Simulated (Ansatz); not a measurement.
System Te₂Pt (space group P-3m1, No. 164); source of the atomic positions: a calculation's input that goes back to an entry of the Crystallography Open Database (an earlier step may have relaxed or displaced it).

```xyz
3
Lattice="4.0382 0.0000 0.0000 -2.0191 3.4972 0.0000 0.0000 0.0000 5.3109" Properties=species:S:1:pos:R:3 pbc="T T T"
Te    0.0000    2.3314    1.3641
Te    2.0191    1.1657    3.9468
Pt    0.0000    0.0000    0.0000
```

Bonds are taken as Pt–Te below 3 Å. Simplification: prune 0- and 1-connected atoms, fold 2-connected ones into links.

What net does this leave?

The result is a binodal (3,6)-connected, two-periodic (layers) net: Te is a 3-connected node; Pt is a 6-connected node, in the ratio 2:1. It is the kgd net, known from the layers of CdI2 (1T type). The layers lie parallel to (001).

```csv
node,links,point symbol,coordination sequence
Te,3,4³,3 12 9 24 15 36 21 48
Pt,6,4⁶·6⁶·8³,6 6 18 12 30 18 42 24
```

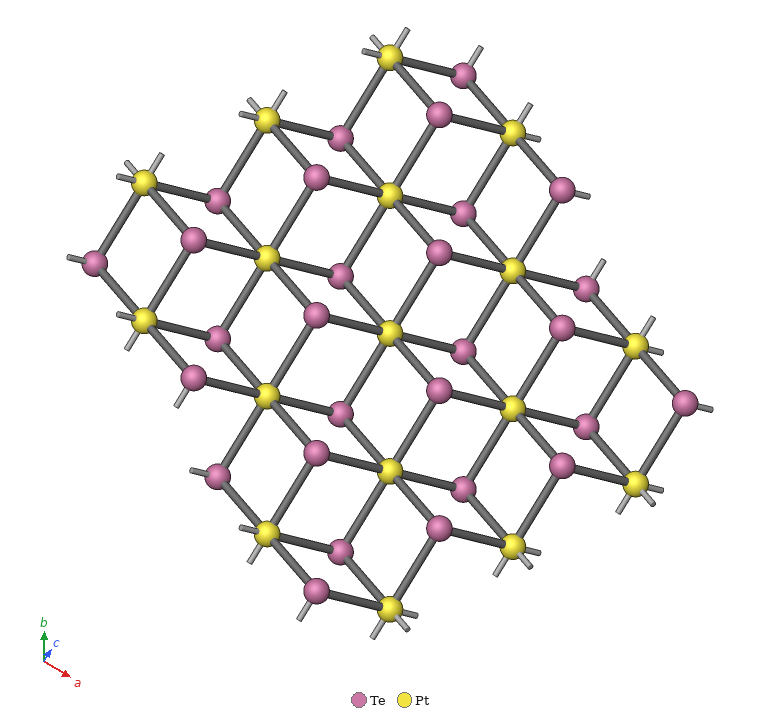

Nodes are coloured by topological kind. One layer is drawn. Short stubs are edges that leave the cut-out.
